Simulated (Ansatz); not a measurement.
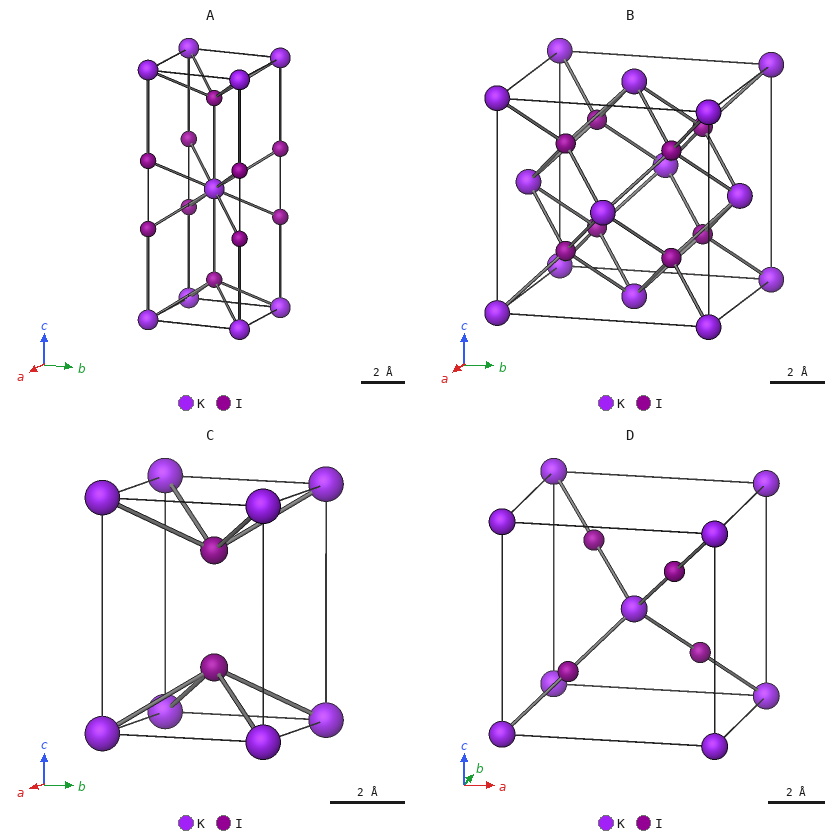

Four structures of KI$_{2}$, each relaxed to rest (conventional cells in solid outline, small ones repeated, each panel with its own scale). Method: DFT PBE, scalar-relativistic, plane waves, PAW (Ansatz 0.2.0), without spin polarisation.

Question: Name the structure in each panel.

Answer: A: 6 atoms a cell on a body-centred tetragonal lattice, I4/mmm; B: fluorite (CaF₂ type), Fm-3m; C: 3 atoms a cell on a primitive tetragonal lattice, P4/mmm; D: cuprite (Cu₂O) type, Pn-3m.

Question: Which of these is lowest in energy, and how far above it do the others lie?

Answer: C, then A (+182 meV/atom), B (+232 meV/atom) and D (+466 meV/atom), energies at zero smearing.

Question: Collect the results in a table.

Answer:
| panel | structure | E − E(lowest) (meV/atom) | volume (Å³/atom) | gap (eV) |
| --- | --- | --- | --- | --- |
| C | P4/mmm | 0 | 48.2 | metal |
| A | I4/mmm | 182 | 43.9 | metal |
| B | Fm-3m | 232 | 47.6 | metal |
| D | Pn-3m | 466 | 81.5 | metal |

Some of these may be structure types tried for this composition rather than known phases, and the most stable form need not be among them. Gaps are taken on the k-mesh or band path of each run.
